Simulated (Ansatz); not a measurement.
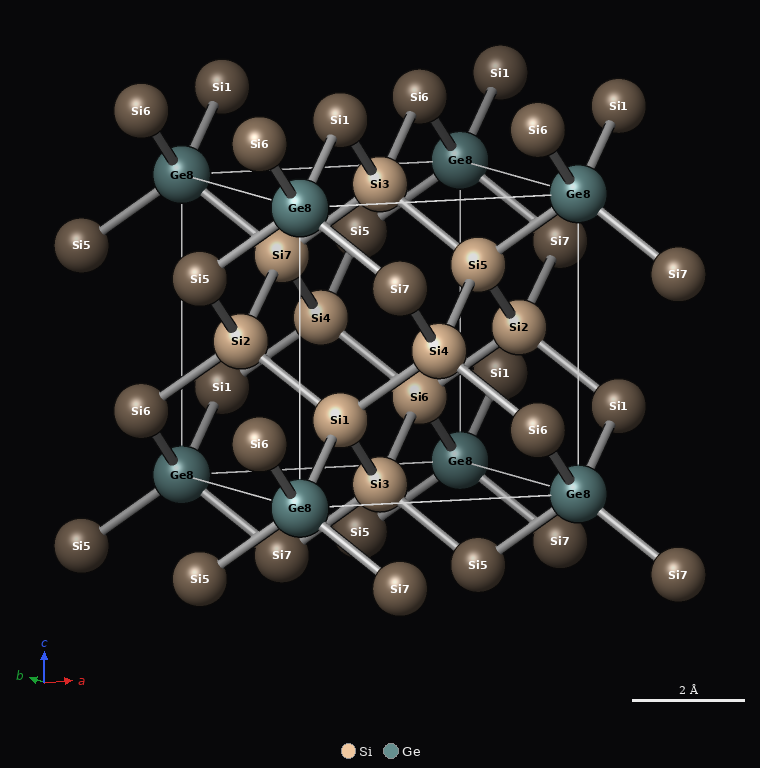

The starting structure (ball-and-stick view of the cell of the calculation, seen slightly off an axis; neighbours outside the cell are drawn fainter; atoms are numbered from 1 in the order of the input). An atom can appear more than once, as a periodic image. Near neighbours in the periodic cell (some may lie outside the picture): Si has 1 Ge at 2.37 Å and 3 Si at 2.34 Å; Si has 4 Si at 2.34 Å; Ge has 4 Si at 2.37 Å.

Geometry relaxation of GeSi$_{7}$

GeSi$_{7}$ (8 atoms in the cell), computed with DFT LDA, scalar-relativistic, plane waves, PAW, no spin polarisation (Ansatz 0.2.0).

The structure derives from a Materials Project entry. It belongs to a series of runs on one base structure; here: cell and atoms relaxed tightly for response. Figures and captions count atoms from 1; the log counts them from 0 in places.

### Input
```yaml
crystal:
  lattice:
    - [5.4247678457, 0.0, 0.0]
    - [0.0, 5.4247678457, 0.0]
    - [0.0, 0.0, 5.4247678457]
  atoms:
    - { symbol: Si, position: [0.2524410887, 0.2524410887, 0.2524410887] }
    - { symbol: Si, position: [0.0, 0.5, 0.5] }
    - { symbol: Si, position: [0.5, 0.5, 0.0] }
    - { symbol: Si, position: [0.5, 0.0, 0.5] }
    - { symbol: Si, position: [0.7475589113, 0.2524410887, 0.7475589113] }
    - { symbol: Si, position: [0.7475589113, 0.7475589113, 0.2524410887] }
    - { symbol: Si, position: [0.2524410887, 0.7475589113, 0.7475589113] }
    - { symbol: Ge, position: [0.0, 0.0, 0.0] }
basis:
  ecutwfc: 420
kpoints:
  mp_grid: { grid: [8, 8, 8] }
hamiltonian:
  xc: lda
scf:
  occupations: { method: fixed }
output:
  forces: true
  stress: true
  eigenvalues: true
relax:
  adjacent_minimum: "off"
  f_tol: 0.001
  max_steps: 60
  cell: { stress_tol: 0.01 }
```

Machine: 4 threads of Oxide Virtual Turin-like (Zen 5), 32 GiB of memory available, shared host.

Run as:
```bash
ansatz run input.yaml --threads 4 --pin off --max-ram 12288MiB --backend cpu --events-out ev --progress --plain --runs-dir out
```

### Output
```
Engine: ansatz 0.2.0, x86_64-unknown-linux-gnu
Pseudopotentials: kind: paw
Pseudopotential: Si, paw, valence charge 4, recommended cutoff 420 eV (normal), Si.paw.azcp
Pseudopotential: Ge, paw, valence charge 14, recommended cutoff 420 eV (normal), Ge.paw.azcp
Functional definition: SPW92
  exchange = slater_x
  correlation = pw_c
Crystal: 8 atoms, lattice volume = 159.641 Å³
Basis set: ecut = 420 eV, 3119 PW (Γ)
Bands: 29, of which v1, the nominal top of the filled ones, is band 21 counted from 1 (20 counted from 0)
Symmetry: 24 space group operations
Space group: P-43m (ITA 215), of the structure as read, at distance tolerance 5.4e-5 Å
k-points: 35 of 512 (time reversal used)
Non-local potential: Si, projectors of the file, l = 0: 2, l = 1: 2, l = 2: 2
Non-local potential: Ge, projectors of the file, l = 0: 2, l = 1: 2, l = 2: 3, l = 3: 1
PAW form: soft (Blöchl's): semilocal exchange-correlation on the pseudo side does not see the compensation charge
PAW frozen core: Si, regenerated for the run's functional, and the local potential with it (the file was generated under x = pbe(κ = 0.804, μ = 0.2195149727645171), c = pbe(β = 0.06672455060314922))
PAW frozen core: Ge, regenerated for the run's functional, and the local potential with it (the file was generated under x = pbe(κ = 0.804, μ = 0.2195149727645171), c = pbe(β = 0.06672455060314922))
PAW one-centre angular grid: Si, 110 points (default); XC on 64 Gauss nodes
PAW one-centre angular grid: Ge, 590 points (default); XC on 64 Gauss nodes
Initial density: superposition of atomic densities (neutral atoms: chi_scale 0, normalization atom), corrected by the library's trained network
Initial wavefunctions: pseudopotential atomic-orbital guess
Functional: x = slater, c = lda
SCF iter   1: F=—  HF=-8476.237254 eV  |F-HF|=—  |Δ(HF+E_count)|=         —  Δρ=4.42e-3  dr2=2.23e-2  ethr=1.77e-3  ⟨swp⟩=5.0  Hψ=4238  notcnv=0  defer=186
preconditioner: auto → Resta (q_TF=auto, 2.184 Å⁻¹)  ε∞=5.4  [insulator: Δε(μ)=0.274 eV  Ē_g=7.967 eV  n_scr=26 (ndim 8)  ℏωp=16.6 eV  f_vac=0.000  ε∞_Penn≈5.4]
SCF iter   2: F=—  HF=-8476.232486 eV  |F-HF|=—  |Δ(HF+E_count)|=   4.77e-3  Δρ=2.51e-3  dr2=6.51e-3  ethr=5.31e-5  ⟨swp⟩=1.6  Hψ=1322  notcnv=0  defer=197
SCF iter   3: F=—  HF=-8476.231197 eV  |F-HF|=—  |Δ(HF+E_count)|=   1.29e-3  Δρ=4.82e-4  dr2=2.11e-4  ethr=1.55e-5  ⟨swp⟩=2.1  Hψ=1727  notcnv=0  defer=202
SCF iter   4: F=—  HF=-8476.230945 eV  |F-HF|=—  |Δ(HF+E_count)|=   2.53e-4  Δρ=1.68e-4  dr2=3.63e-5  ethr=5.03e-7  ⟨swp⟩=2.0  Hψ=1646  notcnv=0  defer=201
SCF iter   5: F=—  HF=-8476.230948 eV  |F-HF|=—  |Δ(HF+E_count)|=   2.99e-6  Δρ=6.13e-5  dr2=3.92e-6  ethr=8.64e-8  ⟨swp⟩=2.8  Hψ=1550  notcnv=0  defer=120
SCF iter   6: F=—  HF=-8476.230944 eV  |F-HF|=—  |Δ(HF+E_count)|=   3.28e-6  Δρ=1.01e-5  dr2=1.94e-7  ethr=9.33e-9  ⟨swp⟩=2.4  Hψ=1603  notcnv=0  defer=120
SCF iter   7: F=-8476.230944 eV  HF=-8476.230944 eV  |F-HF|=3.46e-10  |Δ(HF+E_count)|=   2.78e-8  Δρ=1.16e-6  dr2=2.98e-9  ethr=2.38e-10  ⟨swp⟩=11.1  Hψ=5415  notcnv=0
SCF 1 converged in 7 iterations: F = -8476.230944 eV  dr2 = 2.98e-9
  greatest PAW one-centre occupation: 0.998 electrons in one spin orbital (limit 2), on the Ge atom at site 7 (counted from 0), in its partial waves of l = 2
relax step   1: F+E_penalty+E_count = -8476.23094443 eV  Δ(F+E_penalty+E_count) = +0.000e0 eV  max|allowed force component| = 2.762e-3 eV/Å  Δτ_max = 0.0000 Å  P = +0.011 GPa  Ω = 159.641 Å³  (7 SCF iters, dr2 threshold 1.00e-7 eV, accepted)
Crystal: 8 atoms, lattice volume = 159.654 Å³
Initial density: handed on by an earlier stage of this run
Initial wavefunctions: those handed on with the density
iter 1 solved again at ethr=8.48e-10 eV; its pass at ethr=3.10e-3 eV (dr2=3.56e-7 eV) is discarded
SCF iter   1: F=—  HF=-8476.230944 eV  |F-HF|=—  |Δ(HF+E_count)|=         —  Δρ=1.66e-5  dr2=4.12e-7  ethr=8.48e-10  ⟨swp⟩=2.4  Hψ=3951  notcnv=0  defer=1
preconditioner: auto → Resta (q_TF=auto, 2.184 Å⁻¹)  ε∞=5.4  [insulator: Δε(μ)=0.258 eV  Ē_g=7.956 eV  n_scr=26 (ndim 8)  ℏωp=16.6 eV  f_vac=0.000  ε∞_Penn≈5.4]
SCF iter   2: F=—  HF=-8476.230944 eV  |F-HF|=—  |Δ(HF+E_count)|=   7.97e-8  Δρ=8.82e-6  dr2=1.06e-7  ethr=8.48e-10  ⟨swp⟩=2.2  Hψ=1319  notcnv=0  defer=1
SCF iter   3: F=—  HF=-8476.230944 eV  |F-HF|=—  |Δ(HF+E_count)|=   2.17e-8  Δρ=1.11e-6  dr2=2.41e-9  ethr=2.53e-10  ⟨swp⟩=2.2  Hψ=1402  notcnv=0  defer=1
SCF iter   4: F=-8476.230944 eV  HF=-8476.230944 eV  |F-HF|=5.82e-11  |Δ(HF+E_count)|=  9.09e-11  Δρ=2.10e-7  dr2=6.43e-11  ethr=1.13e-12  ⟨swp⟩=7.6  Hψ=5029  notcnv=0
SCF 2 converged in 4 iterations: F = -8476.230944 eV  dr2 = 6.43e-11
relax step   2: F+E_penalty+E_count = -8476.23094408 eV  Δ(F+E_penalty+E_count) = +3.508e-7 eV  max|allowed force component| = 2.254e-5 eV/Å  Δτ_max = 0.0003 Å  P = +0.003 GPa  Ω = 159.654 Å³  energy of the carried Pulay correction = -3.660e-6 eV  (4 SCF iters, dr2 threshold 4.77e-10 eV, accepted)
Initial wavefunctions: pseudopotential atomic-orbital guess (no wavefunctions were taken with the density)
iter 1 solved again at ethr=1.47e-7 eV; its pass at ethr=3.10e-3 eV (dr2=6.17e-5 eV) is discarded
SCF iter   1: F=—  HF=-8476.230943 eV  |F-HF|=—  |Δ(HF+E_count)|=         —  Δρ=3.46e-7  dr2=1.67e-10  ethr=1.47e-7  ⟨swp⟩=3.3  Hψ=6716  notcnv=0  defer=201
eigensolver tolerance schedule: the retry pair's looser diagonalisation over-reported the residual by 369372.52 of it (diagonalisation noise at an unbounded share of the residual, at the tolerance the schedule requests for it); recorded, not acted on — ethr = c·dr2/N_el stays at c = 1.0e-1
preconditioner: auto → Resta (q_TF=auto, 2.184 Å⁻¹)  ε∞=5.4  [insulator: Δε(μ)=0.258 eV  Ē_g=7.961 eV  n_scr=26 (ndim 8)  ℏωp=16.6 eV  f_vac=0.000  ε∞_Penn≈5.4]
SCF iter   2: F=—  HF=-8476.230944 eV  |F-HF|=—  |Δ(HF+E_count)|=   8.47e-7  Δρ=1.97e-7  dr2=5.95e-11  ethr=1.00e-12  ⟨swp⟩=3.8  Hψ=2364  notcnv=0  defer=178
SCF iter   3: F=—  HF=-8476.230944 eV  |F-HF|=—  |Δ(HF+E_count)|=  3.64e-12  Δρ=1.30e-7  dr2=2.46e-11  ethr=1.00e-12  ⟨swp⟩=1.0  Hψ=911  notcnv=0  defer=178
SCF iter   4: F=-8476.230944 eV  HF=-8476.230944 eV  |F-HF|=1.82e-12  |Δ(HF+E_count)|=  1.82e-12  Δρ=2.66e-8  dr2=9.89e-13  ethr=1.00e-12  ⟨swp⟩=11.6  Hψ=6344  notcnv=0
SCF 3 converged in 4 iterations: F = -8476.230944 eV  dr2 = 9.89e-13
relax step   3: F+E_penalty+E_count = -8476.23094408 eV  Δ(F+E_penalty+E_count) = -3.274e-11 eV  max|allowed force component| = 2.273e-5 eV/Å  Δτ_max = 0.0000 Å  P = +0.003 GPa  Ω = 159.654 Å³  stress off target by 2.80e-3 GPa  SCF on the basis re-selected at this cell (its energy is not comparable with the rows above)  (4 SCF iters)
```

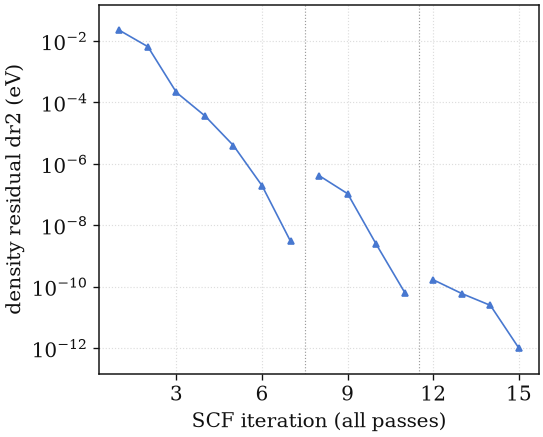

Convergence of the self-consistent field: density residual dr2 against the SCF iteration. The dotted lines part the SCF passes of the relaxation: geometry steps, rejected trials and re-solves on a re-selected basis. The passes take 7, 4 and 4 iterations.

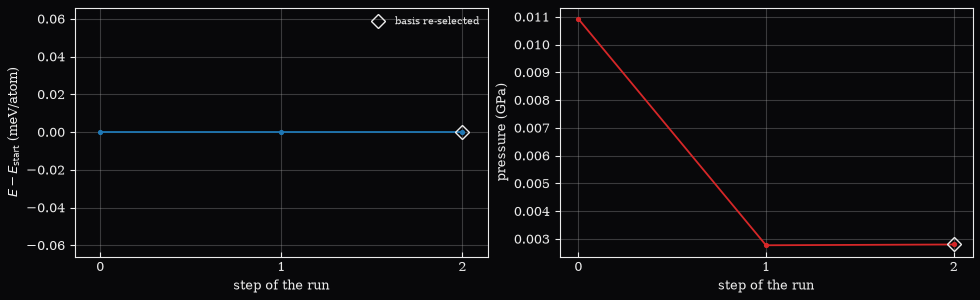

Progress of the relaxation, step by step (the first geometry is step 0 here and step 1 in the log). No atom moves by more than 0.005 Å. The lattice vectors keep their values. The space group stays P-43m (No. 215). Over 1 geometry step the energy rises by next to nothing (0.0 meV per atom). The largest force component goes from 0.0028 to under 0.0001 eV/Å. The pressure goes from 0.01 to 0.00 GPa. A last SCF at the same geometry on a re-selected plane-wave basis shifts the energy by next to nothing (0.0 meV per atom).

```
basis re-selected at this cell: Δ(F+E_penalty+E_count) = -3.274e-11 eV, ΔP = +0.000 GPa vs the last step (what re-selecting the basis moved, of the pressure what is left beyond the Pulay correction that the steps carried, after the strain that the cell walked since its last selection, with what the two solves' SCF thresholds leave and, on support functions, any second-order correction that the steps lacked; it is no measure of the basis error at this ecutwfc). This SCF's stress stands 2.80e-3 GPa from its target on what of the cell is left free (relax.cell.stress_tol is 1.00e-2 GPa) and its largest allowed force component is 2.27e-5 eV/Å (relax.f_tol is 1.00e-3 eV/Å): within both
SCF converged after 4 iterations
Free energy (F): -8476.230944 eV
Harris-Foulkes:  -8476.230944 eV  (|F-HF|=1.82e-12)
Internal energy: -8476.230944 eV  (E = F + TS)
E sigma→0 (E₀):  -8476.230944 eV
Fermi energy:    6.557155 eV
--- Per-component energies (eV) ---
  E_band       = -133.564545
  E_kinetic    = 397.575826
  E_local      = -3217.013823  (includes V_loc(G=0)·N_el)
  E_nonlocal   = 612.081421
  E_hartree    = 1404.473651
  E_xc         = -460.060066
  E_vxc        = -396.606835  (∫ρ·V_xc dr)
  E_paw        = -5345.111593  (= ΣΔE_a)
  E_vpaw       = -338.548794  (= ΣTr[D̂ρ^β])
  E_aug_tail   = 0.000379  (compensation charges beyond the density's cutoff)
  E_ewald      = -1870.675379
  E_core_change = 2.498641  (= ΣΔE_core)
  E_smearing   = -0.000000  (= −TS)
  E_closure    = 0.000000  (closes the sum)
  Σ components = -8476.230944   (vs F -8476.230944, Δ=0.00e0)
--- Forces (eV/Å), atoms counted from 1 ---
  atom   1  Si    -0.00002273    -0.00002273    -0.00002273
  atom   2  Si    -0.00000000    -0.00000000    -0.00000000
  atom   3  Si    -0.00000000    -0.00000000     0.00000000
  atom   4  Si     0.00000000    -0.00000000     0.00000000
  atom   5  Si     0.00002273    -0.00002273     0.00002273
  atom   6  Si     0.00002273     0.00002273    -0.00002273
  atom   7  Si    -0.00002273     0.00002273     0.00002273
  atom   8  Ge     0.00000000    -0.00000000    -0.00000000
  max |Σ_I F_I| component: 1.25e-16 eV/Å
--- Stress (GPa, compression-positive) ---
        0.002800      -0.000000       0.000000
       -0.000000       0.002800       0.000000
        0.000000       0.000000       0.002800
  P = ⅓ Tr σ = 0.0028 GPa (0.028 kbar)
--- Band table (eV; the first three rows and the last of 35) ---
  k-point 0: bands = ["-17.7249", "-17.7249", "-17.7249", "-17.6977", "-17.6977", "-5.6590", "-1.9802", "-1.3644", "-1.3644", "-1.3460", "-1.3460", "-1.3460", "3.6125", "3.6125", "3.6125", "3.6504", "3.6504", "3.6504", "6.5572", "6.5572", "6.5572", "6.8152", "7.2057", "7.2057", "7.2057", "7.2642", "7.2642", "9.1078", "9.1078"]
  k-point 1: bands = ["-17.7250", "-17.7250", "-17.7249", "-17.6976", "-17.6976", "-5.5906", "-2.4637", "-1.7150", "-1.3431", "-1.3222", "-1.3222", "-0.4092", "3.4330", "3.4353", "3.4353", "3.4435", "3.6958", "3.6958", "6.0952", "6.2925", "6.2925", "6.9508", "7.3243", "7.5629", "7.5629", "7.5803", "7.6170", "8.9337", "9.4670"]
  k-point 2: bands = ["-17.7250", "-17.7250", "-17.7249", "-17.6976", "-17.6976", "-5.3868", "-3.2532", "-1.6924", "-1.2893", "-1.2622", "-1.2622", "0.6524", "3.0394", "3.0440", "3.0440", "3.0677", "3.8833", "3.8833", "5.1366", "5.7344", "5.7344", "7.0368", "7.9377", "8.3528", "8.4747", "8.4747", "8.5084", "8.5458", "10.2794"]
  k-point 34: bands = ["-17.7251", "-17.7251", "-17.7251", "-17.6974", "-17.6974", "-3.6839", "-3.1713", "-3.1713", "-3.1713", "-0.7938", "-0.5107", "-0.5107", "-0.5107", "5.2280", "5.2280", "5.2752", "5.2752", "5.2752", "5.4397", "5.4397", "5.4397", "7.5320", "8.0031", "8.0031", "8.0031", "9.7549", "9.7549", "9.7549", "9.9210"]
--- Relaxed structure (2 steps of the walk, 2 accepted, 1 SCFs on fresh bases) ---
  F+E_penalty+E_count = -8476.23094408 eV   max|allowed force component| = 2.273e-5 eV/Å   (the final SCF, on the basis selected at the relaxed cell)
  cell:  # Å, volume = 159.6543 Å³
    - [5.424922632213283, 9.729958573206347e-34, 3.851859888774472e-34]
    - [9.729958573206347e-34, 5.424922632213283, -4.365441207277735e-33]
    - [3.851859888774472e-34, -4.365441207277735e-33, 5.424922632213283]
  atoms:
    - { symbol: Si, position: [0.25241101541061983, 0.25241101541061983, 0.25241101541061983] }
    - { symbol: Si, position: [-1.249134298605526e-21, 0.49999999999999994, 0.49999999999999994] }
    - { symbol: Si, position: [0.49999999999999994, 0.49999999999999994, 1.2491342986052242e-21] }
    - { symbol: Si, position: [0.49999999999999994, 6.245671493026263e-22, 0.49999999999999994] }
    - { symbol: Si, position: [0.74758898458938, 0.25241101541061983, 0.74758898458938] }
    - { symbol: Si, position: [0.74758898458938, 0.74758898458938, 0.25241101541061983] }
    - { symbol: Si, position: [0.25241101541061983, 0.74758898458938, 0.74758898458938] }
    - { symbol: Ge, position: [-1.2491342986054075e-21, 6.245671493025639e-22, 1.249134298605181e-21] }
```

### Trajectory as extended XYZ (Å, eV, eV/Å), 3 frames, from step=1 to step=3
```
8
Lattice="5.4248 0.0000 0.0000 0.0000 5.4248 0.0000 0.0000 0.0000 5.4248" Properties=species:S:1:pos:R:3:forces:R:3 step=1 energy=-8476.23094 pressure_GPa=0.01
Si    1.3694    1.3694    1.3694   -0.0028  -0.0028  -0.0028
Si    0.0000    2.7124    2.7124    0.0000   0.0000   0.0000
Si    2.7124    2.7124    0.0000    0.0000   0.0000   0.0000
Si    2.7124    0.0000    2.7124    0.0000   0.0000   0.0000
Si    4.0553    1.3694    4.0553    0.0028  -0.0028   0.0028
Si    4.0553    4.0553    1.3694    0.0028   0.0028  -0.0028
Si    1.3694    4.0553    4.0553   -0.0028   0.0028   0.0028
Ge    0.0000    0.0000    0.0000    0.0000   0.0000   0.0000
8
Lattice="5.4249 0.0000 0.0000 0.0000 5.4249 0.0000 0.0000 0.0000 5.4249" Properties=species:S:1:pos:R:3:forces:R:3 step=2 energy=-8476.23094 pressure_GPa=0.00
Si    1.3693    1.3693    1.3693    0.0000   0.0000   0.0000
Si    0.0000    2.7125    2.7125    0.0000   0.0000   0.0000
Si    2.7125    2.7125    0.0000    0.0000   0.0000   0.0000
Si    2.7125    0.0000    2.7125    0.0000   0.0000   0.0000
Si    4.0556    1.3693    4.0556    0.0000   0.0000   0.0000
Si    4.0556    4.0556    1.3693    0.0000   0.0000   0.0000
Si    1.3693    4.0556    4.0556    0.0000   0.0000   0.0000
Ge    0.0000    0.0000    0.0000    0.0000   0.0000   0.0000
8
Lattice="5.4249 0.0000 0.0000 0.0000 5.4249 0.0000 0.0000 0.0000 5.4249" Properties=species:S:1:pos:R:3:forces:R:3 step=3 energy=-8476.23094 pressure_GPa=0.00
Si    1.3693    1.3693    1.3693    0.0000   0.0000   0.0000
Si    0.0000    2.7125    2.7125    0.0000   0.0000   0.0000
Si    2.7125    2.7125    0.0000    0.0000   0.0000   0.0000
Si    2.7125    0.0000    2.7125    0.0000   0.0000   0.0000
Si    4.0556    1.3693    4.0556    0.0000   0.0000   0.0000
Si    4.0556    4.0556    1.3693    0.0000   0.0000   0.0000
Si    1.3693    4.0556    4.0556    0.0000   0.0000   0.0000
Ge    0.0000    0.0000    0.0000    0.0000   0.0000   0.0000
```

### Results in brief

| quantity | value |
| --- | --- |
| outcome | converged |
| space group (tolerance 0.01 Å) | P-43m (215) |
| electrons treated | 42 |
| free energy | −8476.2309 eV |
| Fermi energy | 6.557 eV |
| gap on the k-point mesh | 0.26 eV |
| pressure | 0.00 GPa |
| final volume | 159.65 Å³ |
| largest force (length of the vector) at the end | under 0.001 eV/Å |
| final cell | a = 5.425 Å, b = 5.425 Å, c = 5.425 Å, α = 90.00°, β = 90.00°, γ = 90.00° |
| wall time | 10 s (CPU time 37 s) |
| peak memory | 0.54 GiB |
